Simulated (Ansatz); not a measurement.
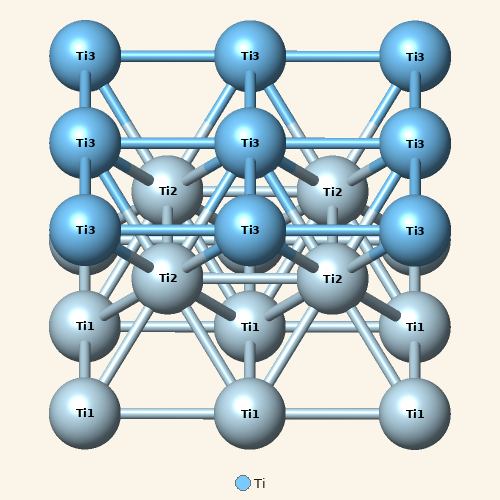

The system is H on a Ti(100) slab cut from the Fm-3m phase, its upper half relaxed before the scan (3 atoms of substrate and one adsorbate in a 1 × 1 cell); the picture shows it without the atoms that are moved over the map. H is moved over the surface cell; relaxed at each place: the height of the adsorbate's atoms; substrate rigid; the origin of the map has the adsorbate above Ti3. Places are given modulo a cell vector. The map is drawn in real space over the plane of the surface. The scan uses a 6 × 6 grid; 10 points were computed and 26 follow by symmetry. All energies are given in eV relative to the lowest grid point. With one adsorbate in each 1 × 1 cell, its nearest image is 2.9 Å away, so neighbouring adsorbates interact. Theory: DFT PBE, scalar-relativistic, plane waves, PAW (Ansatz). Settings: cutoff 420 eV, k-mesh 9×9×1, gaussian smearing 0.1 eV, no spin polarisation.

Range: position of H4 along the first surface vector from 0.000 to 0.833; position of H4 along the second surface vector from 0.000 to 0.833.

Predict the map.

Answer. The lowest grid point is at a fourfold hollow over a second-layer Ti atom, (3/6, 3/6) of the cell vectors. No other kind of well shows on this grid. The highest grid point, the top site over a surface Ti atom, (0/6, 0/6) of the cell vectors, lies 1.43 eV above the lowest. On the interpolated surface the easiest way out of the lowest well to its copy in the next cell or period passes a barrier of about 0.49 eV. At the lowest point the adsorbate has 5 Ti at 2.07 Å as nearest neighbours, at the highest 1 Ti at 1.74 Å. Its relaxed height above the top atom is 0.19 Å at the lowest and 1.74 Å at the highest point.

```tsv
second ↓, first →	0/6	1/6	2/6	3/6	4/6	5/6
5/6	1.25	1.10	0.73	0.42	0.73	1.10
4/6	0.83	0.73	0.50	0.26	0.50	0.73
3/6	0.49	0.42	0.26	0.00	0.26	0.42
2/6	0.83	0.73	0.50	0.26	0.50	0.73
1/6	1.25	1.10	0.73	0.42	0.73	1.10
0/6	1.43	1.25	0.83	0.49	0.83	1.25
```

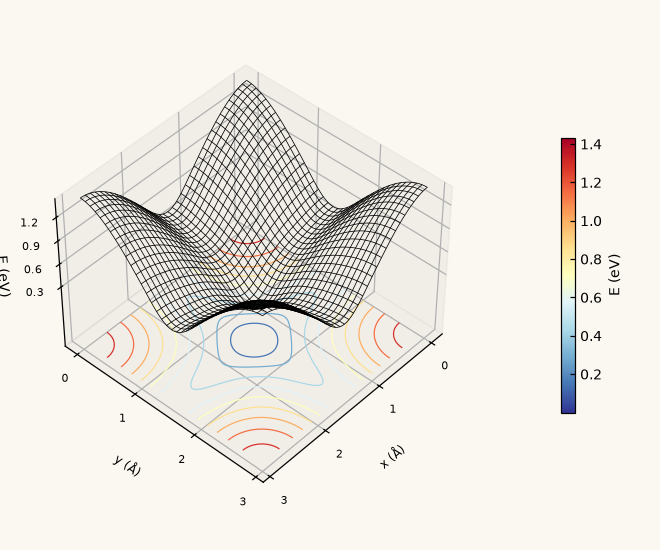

Drawn: a relief with its contours projected below, any walls above the top of the colour scale cut off. Between grid points the surface is interpolated.

Each point was launched as `ansatz run input.yaml --threads 1 --pin off --max-ram 3072MiB --backend cpu --events-out ev --progress --plain --runs-dir out`. The whole map (10 points run) took 9 min on 1 thread of Arm Neoverse N1, with other jobs on the host.

PAW datasets: the set soft_1.
